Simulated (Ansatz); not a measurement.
# BaNaBr3 (cubic perovskite) (Pm-3m): the gap up the ladder of methods, part 2 of 2

What gap does each level of theory give for BaNaBr3 (cubic perovskite) (Pm-3m), and in what time?

Ansatz 0.2.0; density functionals, hybrids and G0W0, plane waves, PAW. Known limits of the many-body steps: finite bands, screening cutoff and k mesh; no spin-orbit coupling in G0W0; screening cutoff under 40 eV in some runs.

So far. Step 6 (HSE06 on the 2×2×2 mesh): Over mesh and listed points the gap is 3.962 eV, from k = (0.500, 0.500, 0.500) to k = Γ. The least direct gap found is 4.150 eV, at k = Γ. HSE06 against PBE: 3.962 − 2.860 = +1.102 eV. The runs also differ in mesh (4×4×4 and 2×2×2), so how much of this comes from the functional alone is not known. Step 7 (PBE0 on the 2×2×2 mesh): Over mesh and listed points the gap is 4.680 eV, from k = (0.500, 0.500, 0.500) to k = Γ. The least direct gap found is 4.868 eV, at k = Γ.

The structure was built from a prototype and need not be the compound's stable phase.

In doubt: masses and optical values from hybrid runs of this build are listed as unsure (step 10), which bears on the screening that GW takes from such a start.

### 8. DDH-PBE0 on the 2×2×2 mesh

The input asks for a share of exact exchange of one over the crystal's ε∞, which the program works out first.

This step: DFT, dielectric-dependent PBE0 (fraction 1/eps_inf of PBE), plane waves, PAW.

Contents of input.yaml:

```yaml
crystal:
  lattice:
    - [6.2793234105, 0.0, 0.0]
    - [0.0, 6.2793234105, 0.0]
    - [0.0, 0.0, 6.2793234105]
  atoms:
    - { symbol: Na, position: [0.0, 0.0, 0.0] }
    - { symbol: Ba, position: [0.5, 0.5, 0.5] }
    - { symbol: Br, position: [0.5, 0.5, 0.0] }
    - { symbol: Br, position: [0.5, 0.0, 0.5] }
    - { symbol: Br, position: [0.0, 0.5, 0.5] }
  host: atoms
kpoints:
  mp_grid: { grid: [2, 2, 2] }
  band_path:
    path: [[0.0, 0.0, 0.0], [0.0, 0.5, 0.0], [0.5, 0.5, 0.0], [0.5, 0.5, 0.5]]
    npoints: 1
hamiltonian:
  xc:
    exchange: pbe
    correlation: pbe
    exx: { coeff: inverse_dielectric }
scf:
  occupations: { method: fixed }
  n_extra_bands: 5
output:
  eigenvalues: true
```

The run is started by

```bash
$ ansatz run input.yaml --threads 4 --pin off --max-ram 17510MiB --backend cpu --events-out ev --progress --plain --runs-dir out
```

Numbers of over 12 decimals in the logs are rounded to 6 here.

What it wrote:

```text
[...]
the fraction of exact exchange is that of a crystal of Na1Ba1Br3
[...]
a weight of exact exchange comes from the crystal, and the text's number only plans the run
Solving k-mesh 2×2×2 for the fraction of exact exchange
[...]
E sigma→0 (E₀):  -15809.600292 eV
Fermi energy:    -1.943311 eV
[...]
--- Band table (eV) ---
  k-point 0: bands = [... 16 lower, -2.3454, -2.1396, -2.1396, -2.1396, 3.8292, 6.2207, 6.2207, 6.2207, ... 1 higher]
  k-point 1: bands = [... 16 lower, -2.5731, -2.4076, -2.1835, -2.1835, 4.8803, 5.8523, 6.3355, 7.0527, ... 1 higher]
  k-point 2: bands = [... 16 lower, -2.5280, -2.5280, -2.3577, -1.9467, 5.1346, 6.8126, 6.8126, 7.3869, ... 1 higher]
  k-point 3: bands = [... 16 lower, -3.1770, -1.9433, -1.9433, -1.9433, 4.6527, 7.8500, 7.8500, 7.8500, ... 1 higher]
[key lines of the parts left out:]
Free energy (F): -15809.600292 eV
```

Elapsed: 29 s, on 4 threads of Arm Neoverse V1, shared host; peak memory 1.6 GiB.

Numbers from this step:

```yaml
gap: 5.773 eV
valence_top_at: R
conduction_bottom_at: Γ
least_direct_gap: 5.969 eV
exact_exchange_fraction: 0.3957
```

Over mesh and listed points the gap is 5.773 eV, from k = (0.500, 0.500, 0.500) to k = Γ. The least direct gap found is 5.969 eV, at k = Γ. DDH-PBE0 against PBE0: 5.773 − 4.680 = +1.093 eV, with the same mesh, files and cutoff, and both edges at the same k points.

### 9. G0W0@PBE, 2×2×2 mesh, 739 empty bands, screening to 120 eV

G0W0 replaces the xc potential by a self-energy built once from the orbitals of the start. Levels are corrected in the window of bands that the input names, at points of the mesh.

This step: G0W0 on PBE, plane waves, PAW.

Contents of input.yaml:

```yaml
crystal:
  lattice:
    - [6.2793234105, 0.0, 0.0]
    - [0.0, 6.2793234105, 0.0]
    - [0.0, 0.0, 6.2793234105]
  atoms:
    - { symbol: Na, position: [0.0, 0.0, 0.0] }
    - { symbol: Ba, position: [0.5, 0.5, 0.5] }
    - { symbol: Br, position: [0.5, 0.5, 0.0] }
    - { symbol: Br, position: [0.5, 0.0, 0.5] }
    - { symbol: Br, position: [0.0, 0.5, 0.5] }
kpoints:
  mp_grid: { grid: [2, 2, 2] }
hamiltonian:
  xc: pbe
scf:
  occupations: { method: fixed }
gw:
  n_empty_bands: 739
  ecut_chi: 120.0
  qp_bands: [v2, c2]
  qp_kpoints: band_edges
  screening: { model: contour_deformation }
```

What it wrote:

```text
[...]
Crystal: 5 atoms, lattice volume = 247.593 Å³
Basis set: ecut = 420 eV, 4945 PW (Γ)
Bands: 25, of which v1, the nominal top of the filled ones, is band 20 counted from 1 (19 counted from 0)
Symmetry: 48 space group operations
[...]
k-points: 4 of 8
[...]
1    22      4.8697    -2.8138    -2.6970    -6.0273  0.8419     5.3904     5.3862  root
[...]
3    19     -0.0293   -19.2929     2.2000   -15.4313  0.7708    -1.7594    -1.6909  root
     3    20     -0.0293   -19.2929     2.2000   -15.4313  0.7708    -1.7594    -1.6909  root
     3    21      3.5547    -1.7742    -2.4824    -5.0738  0.8496     4.3837     4.3719  root
     3    22      6.7385    -4.9522    -3.0714    -8.7512  0.8132     7.4798     7.4661  root
[key lines of the parts left out:]
SCF converged after 6 iterations
Free energy (F): -15793.814955 eV
Fermi energy:    -0.029305 eV
```

Wall time 88 s (4 threads); peak memory 4 GiB; 5.7 min of CPU time.

This step gave:

* bands summed: 759
* RPA ε∞ on this mesh (eigenvalues): 2.545, 2.545, 2.545
* plane waves in the screening matrix: 739
* G0W0 gap over the corrected points: 5.162 eV
* k of the valence top: -0.5, -0.5, -0.5
* k of the conduction bottom: 0, 0, 0
* starting gap on the mesh: 2.850 eV
* Z at the valence top: 0.7708
* Z at the conduction bottom: 0.8523
* least direct G0W0 gap over the corrected points: 5.329 eV

Over all 4 irreducible mesh points the G0W0 gap is 5.162 eV, from k = (-0.500, -0.500, -0.500) to k = Γ. The PBE gap of this run on the mesh is 2.850 eV. The two states that bound the G0W0 gap lie that far apart at the start, so the correction of the gap is 5.162 − 2.850 = +2.312 eV.

### 10. G0W0@HSE06, 2×2×2 mesh, 739 empty bands, screening to 120 eV

This step: G0W0 on HSE06, plane waves, PAW.

input.yaml, as its differences from that of step 9:

```diff
@@ -14,3 +14,3 @@
 hamiltonian:
-  xc: pbe
+  xc: hse06
 scf:
```

What it wrote:

```text
[...]
Crystal: 5 atoms, lattice volume = 247.593 Å³
Basis set: ecut = 420 eV, 4945 PW (Γ)
Bands: 25, of which v1, the nominal top of the filled ones, is band 20 counted from 1 (19 counted from 0)
Symmetry: 48 space group operations
[...]
k-points: 4 of 8
[...]
SCF iter   1: F=—  HF=-15793.799108 eV  |F-HF|=—  |Δ(HF+E_count)|=         —  Δρ=1.13e-3  dr2=3.29e-3  ethr=1.77e-3  ⟨swp⟩=13.8  Hψ=526  notcnv=0
[...]
1    21      4.1281    -2.9007    -2.2428    -5.8607  0.8734     4.8509     4.8453  root
     1    22      5.1486    -2.6015    -2.4472    -5.5222  0.8715     5.6242     5.6221  root
[...]
3    19     -0.8396   -19.2992     1.7757   -16.2809  0.8089    -2.1038    -2.0822  root
     3    20     -0.8396   -19.2992     1.7757   -16.2809  0.8089    -2.1038    -2.0822  root
     3    21      3.9086    -1.6077    -2.2100    -4.5133  0.8807     4.6092     4.6041  root
     3    22      7.0965    -3.9323    -2.5782    -7.0867  0.8509     7.6787     7.6728  root
[key lines of the parts left out:]
Free energy (F): -15804.892174 eV
Fermi energy:    -0.839631 eV
```

Wall time 6.2 min (4 threads); peak memory 3 GiB; 23 min of CPU time.

This step gave:

```yaml
bands_summed: 759
rpa_eps_infinity_on_this_mesh_eigenvalues: 2.199, 2.199, 2.199
plane_waves_in_the_screening_matrix: 739
g0w0_gap_over_the_corrected_points: 5.780 eV
k_of_the_valence_top: -0.5, -0.5, -0.5
k_of_the_conduction_bottom: 0, 0, 0
starting_gap_on_the_mesh: 3.962 eV
z_at_the_valence_top: 0.8089
z_at_the_conduction_bottom: 0.8808
least_direct_g0w0_gap_over_the_corrected_points: 5.947 eV
```

Over all 4 irreducible mesh points the G0W0 gap is 5.780 eV, from k = (-0.500, -0.500, -0.500) to k = Γ. The HSE06 gap of this run on the mesh is 3.962 eV. The two states that bound the G0W0 gap lie that far apart at the start, so the correction of the gap is 5.780 − 3.962 = +1.818 eV. G0W0@HSE06 against G0W0@PBE with 759 bands: 5.780 − 5.162 = +0.618 eV, with the same mesh, files and cutoffs, and both edges at the same k points.

### 11. G0W0@PBEsol, 2×2×2 mesh, 739 empty bands, screening to 120 eV

This step: G0W0 on PBEsol, plane waves, PAW.

input.yaml, as its differences from that of step 10:

```diff
@@ -14,3 +14,3 @@
 hamiltonian:
-  xc: hse06
+  xc: pbesol
 scf:
```

What it wrote:

```text
[...]
Crystal: 5 atoms, lattice volume = 247.593 Å³
Basis set: ecut = 420 eV, 4945 PW (Γ)
Bands: 25, of which v1, the nominal top of the filled ones, is band 20 counted from 1 (19 counted from 0)
Symmetry: 48 space group operations
[...]
k-points: 4 of 8
[...]
1    22      4.7669    -2.9255    -2.7495    -6.2637  0.8410     5.3609     5.3555  root
[...]
3    19     -0.0970   -19.2882     2.1951   -15.4677  0.7704    -1.7854    -1.7225  root
     3    20     -0.0970   -19.2882     2.1951   -15.4677  0.7704    -1.7854    -1.7225  root
     3    21      3.6351    -1.7429    -2.4648    -4.9175  0.8506     4.3533     4.3449  root
     3    22      6.6651    -5.5417    -3.2794    -9.6524  0.7999     7.5051     7.4963  root
[key lines of the parts left out:]
SCF converged after 6 iterations
Free energy (F): -15555.964065 eV
Fermi energy:    -0.097021 eV
```

The job ended after 86 s (4 threads; peak memory 4.1 GiB; 5.6 min of CPU time).

This step gave:

```
bands summed                                    : 759
RPA ε∞ on this mesh (eigenvalues)               : 2.581, 2.581, 2.581
plane waves in the screening matrix             : 739
G0W0 gap over the corrected points              : 5.154 eV
k of the valence top                            : -0.5, -0.5, -0.5
k of the conduction bottom                      : 0, 0, 0
starting gap on the mesh                        : 2.927 eV
Z at the valence top                            : 0.7704
Z at the conduction bottom                      : 0.8523
least direct G0W0 gap over the corrected points : 5.314 eV
```

Over all 4 irreducible mesh points the G0W0 gap is 5.154 eV, from k = (-0.500, -0.500, -0.500) to k = Γ. The PBEsol gap of this run on the mesh is 2.927 eV. The two states that bound the G0W0 gap lie that far apart at the start, so the correction of the gap is 5.154 − 2.927 = +2.227 eV. G0W0@PBEsol against G0W0@HSE06 with 759 bands: 5.154 − 5.780 = −0.626 eV, with the same mesh, files and cutoffs, and both edges at the same k points.

### 12. The ladder

Each gap is the least one over the points named; times are wall times on shared hosts, not benchmarks. A G0W0 time includes the run's own self-consistent start. Runs with listed points see these and the mesh alone, so an edge that moves elsewhere is missed. Rows marked * are further runs, not shown as steps, whose inputs differ from the G0W0 step on the same start in the columns given; solver thresholds can differ too. Symmetry makes (0.500, 0.500, 0.500) and (-0.500, -0.500, -0.500) one point.

```csv
level,mesh,"files, cutoff","bands summed, screening",points,gap (eV),valence top,conduction bottom,least direct gap (eV),time
LDA,4×4×4,"soft_2 PAW, 420 eV",-,mesh and listed points,2.740,"(0.500, 0.500, 0.500)",Γ,2.918,1.6 s
PBEsol,4×4×4,"soft_2 PAW, 420 eV",-,mesh and listed points,2.937,"(0.500, 0.500, 0.500)",Γ,3.108,1.7 s
PBE,4×4×4,"soft_2 PAW, 420 eV",-,mesh and path,2.860,"(0.500, 0.500, 0.500)",Γ,3.029,3.4 s
PBE+SOC,4×4×4,"soft_2 PAW, 420 eV",-,mesh and listed points,2.765,"(0.500, 0.500, 0.500)",Γ,2.856,11 s
HSE06,2×2×2,"soft_2 PAW, 420 eV",-,mesh and listed points,3.962,"(0.500, 0.500, 0.500)",Γ,4.150,22 s
PBE0,2×2×2,"soft_2 PAW, 420 eV",-,mesh and listed points,4.680,"(0.500, 0.500, 0.500)",Γ,4.868,21 s
DDH-PBE0,2×2×2,"soft_2 PAW, 420 eV",-,mesh and listed points,5.773,"(0.500, 0.500, 0.500)",Γ,5.969,29 s
G0W0@PBE*,2×2×2,"soft_2 PAW, 420 eV","141, 36 eV",all 4 irreducible mesh points,4.752,"(-0.500, -0.500, -0.500)",Γ,4.878,4.8 s
G0W0@PBE*,2×2×2,"soft_2 PAW, 420 eV","363, 72 eV",all 4 irreducible mesh points,4.953,"(-0.500, -0.500, -0.500)",Γ,5.109,18 s
G0W0@PBE,2×2×2,"soft_2 PAW, 420 eV","759, 120 eV",all 4 irreducible mesh points,5.162,"(-0.500, -0.500, -0.500)",Γ,5.329,88 s
G0W0@HSE06,2×2×2,"soft_2 PAW, 420 eV","759, 120 eV",all 4 irreducible mesh points,5.780,"(-0.500, -0.500, -0.500)",Γ,5.947,6.2 min
G0W0@PBEsol,2×2×2,"soft_2 PAW, 420 eV","759, 120 eV",all 4 irreducible mesh points,5.154,"(-0.500, -0.500, -0.500)",Γ,5.314,86 s
```

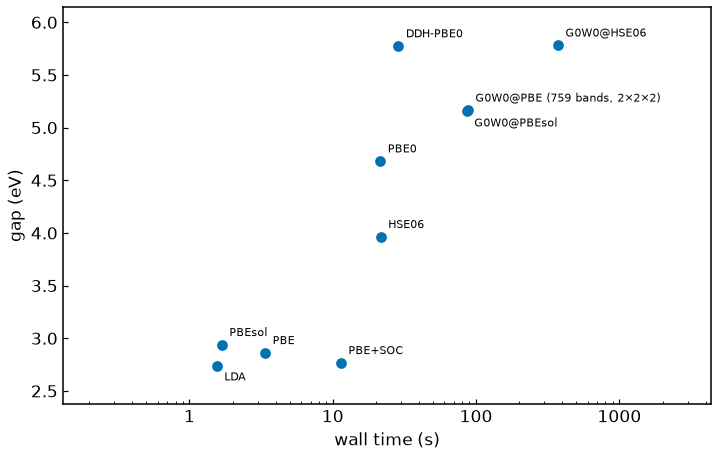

Gap against wall time for the runs shown as steps.

### 13. Outcome

* LDA, over mesh and listed points: 2.740 eV
* PBEsol, over mesh and listed points: 2.937 eV
* PBE, over mesh and path: 2.860 eV
* PBE+SOC, over mesh and listed points: 2.765 eV
* HSE06, over mesh and listed points: 3.962 eV
* PBE0, over mesh and listed points: 4.680 eV
* DDH-PBE0, over mesh and listed points: 5.773 eV
* G0W0@PBE (759 bands, 2×2×2), over all 4 irreducible mesh points: 5.162 eV
* G0W0@HSE06, over all 4 irreducible mesh points: 5.780 eV
* G0W0@PBEsol, over all 4 irreducible mesh points: 5.154 eV
* known limits: finite bands, screening cutoff and k mesh; no spin-orbit coupling in G0W0; screening cutoff under 40 eV in some runs

In words: The rows run from 2.740 eV (LDA) to 5.780 eV (G0W0@HSE06). They differ in mesh, bands and screening cutoff of G0W0 and the points over which the gap was sought as well as in level, so only pairs that share these are like for like. PBEsol against LDA: 2.937 − 2.740 = +0.197 eV, with the same mesh, files and cutoff, and both edges at the same k points. PBE against PBEsol: 2.860 − 2.937 = −0.077 eV, with the same mesh, files and cutoff, and both edges at the same k points. PBE+SOC against PBE: 2.765 − 2.860 = −0.095 eV, with the same mesh, set of files (read in its fully relativistic form for the spin-orbit run) and cutoff, and both edges at the same k points. The spin-orbit run sees mesh and listed points alone, so its gap is an upper bound: the coupling can move an edge off these points, and the change over the zone, its sign included where it is small, is not known. PBE0 against HSE06: 4.680 − 3.962 = +0.718 eV, with the same mesh, files and cutoff, and both edges at the same k points. DDH-PBE0 against PBE0: 5.773 − 4.680 = +1.093 eV, with the same mesh, files and cutoff, and both edges at the same k points. G0W0@HSE06 against G0W0@PBE with 759 bands: 5.780 − 5.162 = +0.618 eV, with the same mesh, files and cutoffs, and both edges at the same k points. G0W0@PBEsol against G0W0@HSE06 with 759 bands: 5.154 − 5.780 = −0.626 eV, with the same mesh, files and cutoffs, and both edges at the same k points. The dielectric-dependent hybrid took 0.396 of exact exchange, against 0.25 in PBE0. G0W0@PBE (759 bands, 2×2×2) moves the gap of its own start on the mesh by 5.162 − 2.850 = +2.312 eV, between the same two levels. Both edges that PBE shows over mesh and path lie at k points where levels were corrected. Levels at other points were not corrected, so a lower G0W0 gap elsewhere in the zone is not ruled out. G0W0@HSE06 moves the gap of its own start on the mesh by 5.780 − 3.962 = +1.818 eV, between the same two levels. Both edges that HSE06 shows over mesh and listed points lie at k points where levels were corrected. Levels at other points were not corrected, so a lower G0W0 gap elsewhere in the zone is not ruled out. G0W0@PBEsol moves the gap of its own start on the mesh by 5.154 − 2.927 = +2.227 eV, between the same two levels. Both edges that PBEsol shows over mesh and listed points lie at k points where levels were corrected. Levels at other points were not corrected, so a lower G0W0 gap elsewhere in the zone is not ruled out. What spin-orbit coupling does to the G0W0 levels was not computed, so no sum with the G0W0 gap is formed. For G0W0@PBE: from 141 bands and 36 eV to 759 bands and 120 eV the gap moves by 5.162 − 4.752 = +0.410 eV (rung by rung 4.752, 4.953, 5.162 eV); bands and screening cutoff rise together, so their parts are not told apart. A line in one over the bands through the two highest rungs gives 5.162 + (5.162 − 4.953) × 363 / (759 − 363) = 5.354 eV, and through the pair below 4.953 + (4.953 − 4.752) × 141 / (363 − 141) = 5.081 eV. The two differ by 0.273 eV, not under the 0.030 eV asked, so the law does not hold well over these rungs and the limit is not known. The other G0W0 rows are shown at one basis each (759 bands), so their distance from the limit is not known here. The G0W0 runs are scalar-relativistic. This is the ideal cubic cell; tilts or off-centring, which many perovskites show locally, are not in it. No pair of G0W0 runs that differ in the mesh alone is shown (2×2×2 is a supercell whose nearest images lie 13 Å apart), so the error from the mesh is not known here. G0W0@PBE runs of this series with other atomic data on the same mesh, not shown as steps, give 5.233 eV (hard PAW, 700 eV, 1130 bands, screening to 156 eV); where bands and cutoffs differ too, the part of the files is not isolated. A screening cutoff under 40 eV is crude: G0W0@PBE with 141 bands at 36 eV.

[Paths, hosts, dates, memory and timing lines, banners, echoed tables and standing remarks are left out of the program output.]

[Logs are printed without paths, hosts, clocks, repeated set-up lines and the standing remarks that a program may print on its own settings, such as how far it seeks lower states.]

[Runs of the session that timed out or met a known fault of the program may be left out.]

[Cells called generated may have been cut or substituted from an entry of the Crystallography Open Database or the Materials Project.]

[Hosts, paths, dates, database ids (printed as entryN), source tags and the programs' standing remarks are cut or masked in the printed files.]

[Where an RPA ε∞ is given, it is that of the G0W0 mesh and is not shown converged in it. Names of k-points follow the symmetry that the program found, which can be lower than the space group named. Band edges on a path are those of the sampled points; other points can move an edge, and change direct to indirect where valleys lie close.]

[Hybrid gaps are those of their k-mesh and are not shown converged in it.]
